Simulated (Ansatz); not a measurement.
Ir, as given below.

Space group Fm-3m (No. 225). a = 3.871 Å, b = 3.871 Å, c = 3.871 Å, α = 90.00°, β = 90.00°, γ = 90.00°
```csv
atom,site,symmetry,x,y,z
Ir,4b,m-3m,0.5000,0.0000,0.0000
```

Structure used: the end point of a relaxation with Ansatz 0.2.0, DFT PBE, scalar-relativistic, plane waves, PAW; the starting structure was generated, so it need not be a known form of this composition.

> Predict the first 3 clear peaks of the X-ray G(r) with σ = 0.15 Å, and name the atom pairs.

1. 2.73 Å: Ir–Ir at 2.74 Å
2. 3.86 Å: Ir–Ir at 3.87 Å
3. 4.74 Å: Ir–Ir at 4.74 Å

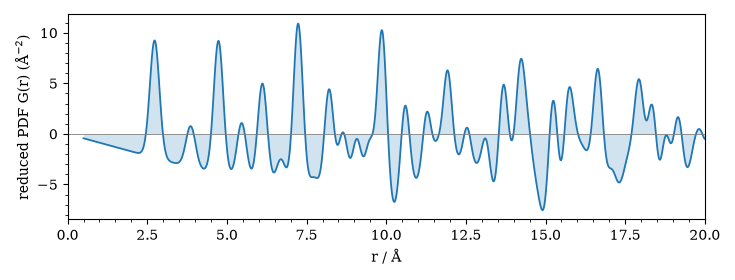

The curve is a calculated X-ray PDF: distances of the static structure, each pair weighted by the product of the atomic numbers (X-ray weights at Q = 0), broadened by Gaussians with σ = 0.15 Å, damped by exp(−(Q_damp r)²/2) with Q_damp = 0.040 Å⁻¹. There is no Q-range truncation.
